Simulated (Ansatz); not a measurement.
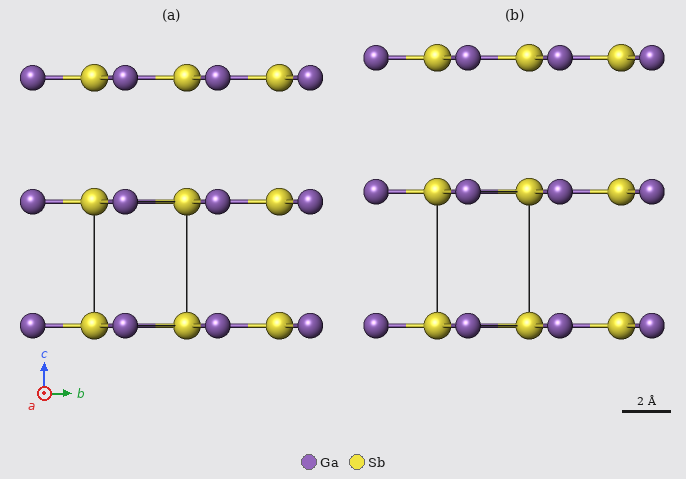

The structure of a crystal of GaSb (a generated structure, set up in P-6m2) before (left) and after (right) a relaxation, at one scale.

The picture is a ball-and-stick view of the cell of the calculation, repeated 1 × 2 × 2 with one cell outlined, seen along the a axis.

Theory: Ansatz 0.2.0, DFT PBE, scalar-relativistic, plane waves, PAW.

The input:
```yaml
crystal:
  lattice:
    - [4.4788057508, 0.0, 0.0]
    - [-2.2394028754, 3.8787595588, 0.0]
    - [0.0, 0.0, 5.1944159159]
  atoms:
    - { symbol: Ga, position: [0.6666666667, 0.3333333333, 0.0] }
    - { symbol: Sb, position: [0.0, 0.0, 0.0] }
basis:
  ecutwfc: 420
kpoints:
  mp_grid: { grid: [12, 12, 12] }
hamiltonian:
  xc: pbe
scf:
  occupations: { method: gaussian, width: 0.1 }
output:
  forces: true
  stress: true
  eigenvalues: true
  write_density: true
  write_potential: true
  elf: true
  volumetric_format: npy
relax:
  adjacent_minimum: "off"
  f_tol: 0.01
  max_steps: 80
  cell: { stress_tol: 0.05 }
```

Command:
```bash
ansatz run input.yaml --threads 1 --pin off --max-ram 2560MiB --backend cpu --events-out ev --progress --plain --runs-dir out
```

> Describe what moved and what it gained.

Over 5 accepted moves (6 points after the start) the energy falls by 2.7 meV per atom. All forces vanish by symmetry, so only the cell relaxes. The pressure goes from −0.23 to −0.01 GPa. At 1 point the geometry stayed and the basis and grid were re-selected for the new cell (energy shift of 0.6 meV per atom at most each time). No atom moves by more than 0.005 Å relative to the cell. The drawn cell changes as follows: a = b 4.479 → 4.450 Å (−0.6 %), c 5.194 → 5.613 Å (+8.1 %); the volume changes by +6.7 %. Near-neighbour distances that change, for instance: Ga1–Sb2 2.586 → 2.569 Å. The space group stays P-6m2 (No. 187).
